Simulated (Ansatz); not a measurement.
```xyz
21
Lattice="5.6142 0.0000 0.0000 -2.8071 4.8621 0.0000 0.0000 0.0000 24.1680" Properties=species:S:1:pos:R:3 pbc="T T T"
Ti    2.8071    1.6207    7.7901
Ba    0.0000    0.0000    8.7365
O     1.3996    2.4333    8.5253
O     0.0000    4.8575    8.5253
O    -1.3996    2.4333    8.5253
Ti    0.0000    3.2414    9.8025
Ba    2.8071    1.6207   11.0397
O    -1.4018    4.0507   10.8862
O     0.0000    1.6228   10.8862
O     1.4018    4.0507   10.8862
Ti    0.0000    0.0000   12.0840
Ba    0.0000    3.2414   13.1283
O     4.2089    0.8114   13.2818
O     2.8071    3.2393   13.2818
O     1.4054    0.8114   13.2818
Ti    2.8071    1.6207   14.3655
Ba    0.0000    0.0000   15.4315
O     1.4075    2.4288   15.6428
O     2.8071    0.0046   15.6428
O     4.2067    2.4288   15.6428
Ti    0.0000    3.2414   16.3779
```

Computed without spin polarisation.

These are results of DFT PBEsol, scalar-relativistic, plane waves, PAW (Ansatz), not measurements.

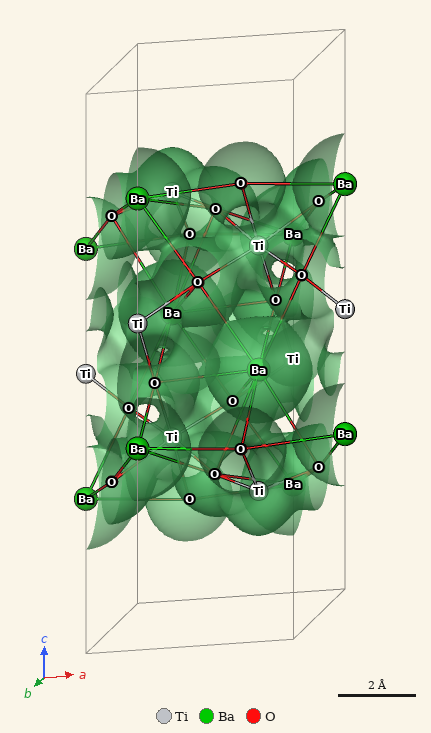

Ba4Ti5O12 (slab). Isosurface of the valence pseudo-density at 0.2 e/Å³ (green), seen at an oblique angle. Sticks mark near contacts.

In a PAW calculation such maps are meaningful between the atoms, not at the nuclei.

How is the density connected at this value?

At this value the density is joined into sheets; it holds about 90 % of the electrons treated as valence (semicore included). It bridges the sampled Ti–O (1.78 Å), Ba–O (2.69 Å), Ti–O (1.95 Å) and Ti–O (2.02 Å) contacts, where the density stays above the isovalue. On the grid the lowest density along these lines, outside the cores, is 1.1 e/Å³ (Ti–O, 1.78 Å), 0.23 e/Å³ (Ba–O, 2.69 Å), 0.71 e/Å³ (Ti–O, 1.95 Å) and 0.59 e/Å³ (Ti–O, 2.02 Å).
